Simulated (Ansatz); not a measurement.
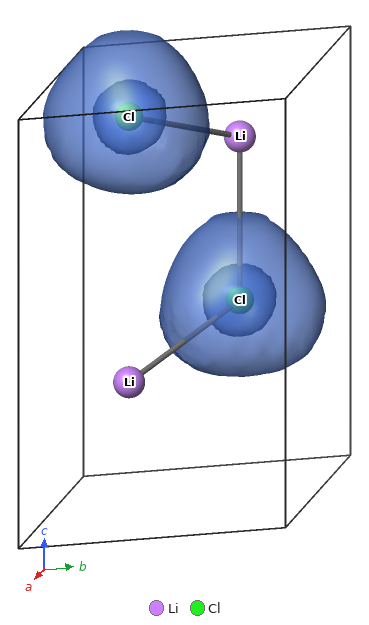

*LiCl. Isosurface of the electron localisation function at 0.8 (blue), seen slightly off an axis. Only the valence region is drawn (cores and ρ < 0.01 e/Å³ removed). Sticks mark near contacts.*

Space group P6₃mc; a structure generated by program, which may or may not match a known phase.

Computed with Ansatz 0.2.0, DFT HSE06, scalar-relativistic, plane waves, PAW.

Core electrons are frozen (PAW), and the valence fields are smoothed inside the atomic spheres.

### Describe the localisation domains.

At this value the surface marks out two regions wrapped around Cl (the valence shell of each), counted in one cell of 4 atoms. Regions shared between cells count once.

Values along the shortest contacts:
Li–Cl (2.39 Å): the ELF peaks at about 0.90 in the valence shell of Cl, 0.9 Å from its nucleus, and falls to about 0 next to Li: a largely ionic contact.

### Does the calculation make it a metal, or give it a gap?

It is gapped, with a Kohn–Sham gap of 7.3 eV on the k-point mesh (the band edges may lie off the mesh, which would make the gap smaller).
